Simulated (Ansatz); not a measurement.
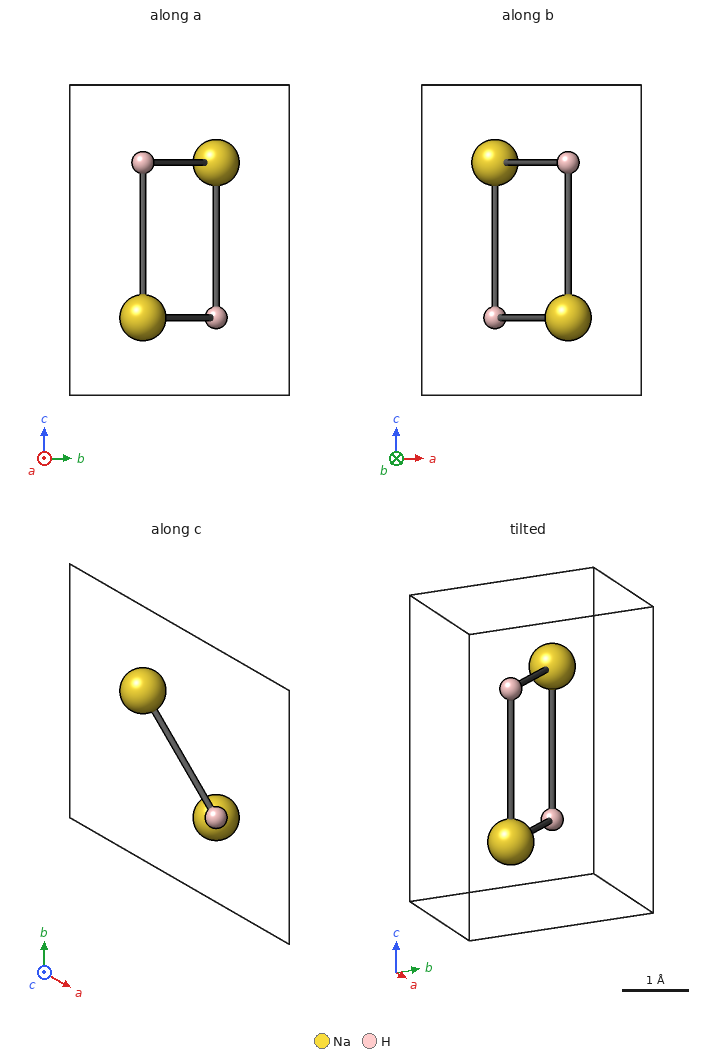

The structure above is drawn in ball-and-stick style and viewed along the a axis, along the b axis, along the c axis and slightly off an axis. Thin lines show the conventional unit cell, with boundary atoms drawn in all their periodic places.

Lattice parameters: a = 3.8631 Å, b = 3.8631 Å, c = 4.7241 Å, α = 90.000°, β = 90.000°, γ = 120.000°.

**Express the structure as a CIF in P1 with every atom of the cell.**

```cif
data_structure
_symmetry_space_group_name_H-M 'P 1'
_symmetry_Int_Tables_number 1
_cell_length_a 3.8631
_cell_length_b 3.8631
_cell_length_c 4.7241
_cell_angle_alpha 90.000
_cell_angle_beta 90.000
_cell_angle_gamma 120.000
_cell_volume 61.05
loop_
_atom_site_label
_atom_site_type_symbol
_atom_site_fract_x
_atom_site_fract_y
_atom_site_fract_z
_atom_site_occupancy
Na1 Na 0.3333 0.6667 0.7500 1
Na2 Na 0.6667 0.3333 0.2500 1
H1 H 0.3333 0.6667 0.2500 1
H2 H 0.6667 0.3333 0.7500 1
```

Provenance: a structure type filled with these elements by a generator (whether the compound takes this form wasn't checked). The geometry was optimised with DFT, LDA, plane waves, PAW in Ansatz.
